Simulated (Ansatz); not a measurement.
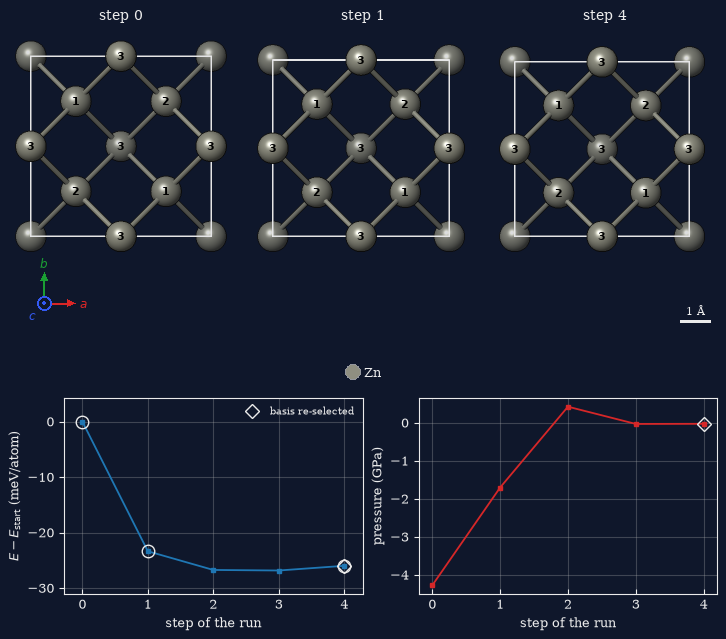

Frames of a relaxation of a crystal of Zn (set up in Fm-3m) (coarse preliminary run), marked on the history of the run. Style: ball-and-stick. Shown: the conventional cell (4 times the calculation's cell), along the c axis. Lengths and directions refer to the drawn axes.

Case: 2 of 2 Li taken out, relaxed.

Level of theory: DFT PBE, scalar-relativistic, plane waves, PAW in Ansatz 0.2.0. Settings: plane-wave cutoff 420 eV; k-point mesh 6 × 6 × 6; occupations gaussian; smearing width 0.1 eV; no spin polarisation; cell and atoms relaxed; force threshold 0.0325 eV/Å; at most 70 steps.

### Describe the path.

The atoms keep their places relative to the cell (all moves are under 0.005 Å). The drawn cell changes as follows: a = b = c 6.123 → 5.929 Å (−3.2 %); the volume changes by −9.2 %. Some distances before and after: Zn1–Zn3 2.651 → 2.568 Å. The space group stays Fm-3m (No. 225). The energy falls by 26.0 meV per atom in 3 accepted moves (4 points after the start). All forces vanish by symmetry, so only the cell relaxes. The pressure goes from −4.28 to −0.03 GPa. The SCF was repeated once at an unchanged geometry on a basis and grid sized afresh for the cell, which shifted the energy by 0.8 meV per atom at most. The run took 2.9 s on 2 threads of AMD EPYC 7B13 (Zen 3) (shared host), peak memory 0.36 GiB. From step 0 to 1: volume −6.2 %, energy −23.4 meV per atom. From step 1 to 4: volume −3.2 %, energy −2.6 meV per atom.
